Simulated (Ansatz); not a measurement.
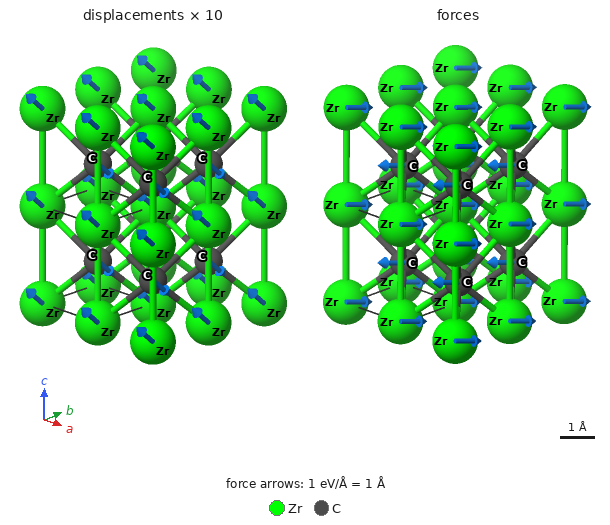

Left: crystalline ZrC (built on the WC type), with blue arrows for the displacements applied to it (without the part that the change of the cell carries along). Right: the displaced structure with the computed forces. Besides, the cell is strained by +0.4 % along [2 −2 −3], −0.6 % along [1 0 1], −1.7 % along [2 3 −1] (volume −1.9 %). A ball-and-stick model of the cell of the calculation, repeated 2 × 2 × 2 with one cell outlined, seen from a free direction.

Computed with Ansatz 0.2.0, DFT r2SCAN, scalar-relativistic, plane waves, PAW. Set-up: plane-wave cutoff 500 eV; k-point mesh 12 × 12 × 12; occupations gaussian; smearing width 0.05 eV; no spin polarisation.

Q: Where do the forces point?

A: Atoms are displaced by 0.09 Å relative to the cell: C 0.09 Å along [1 3 −2], Zr 0.09 Å along [−1 −3 2]. No relaxation follows. Energy change: +35.4 meV per atom. Pressure: 0.2 GPa before, 6.6 GPa after. The principal stresses (compression positive) are 9.9 GPa along [2 3 0], 9.0 GPa along c, 0.9 GPa along [3 −1 0]. The largest forces, 0.98 eV/Å, act on Zr and C; on the C atom it points roughly along [−1 −2 0]. The forces mostly point back along the displacements (cosine −0.84). It is metallic before and after. Some distances before and after: C–Zr 2.391 → 2.181 to 2.519 Å, Zr–Zr 2.933 → 2.923 Å. The space group (tolerance 0.01 Å) goes from P-6m2 (No. 187) to P1 (No. 1).
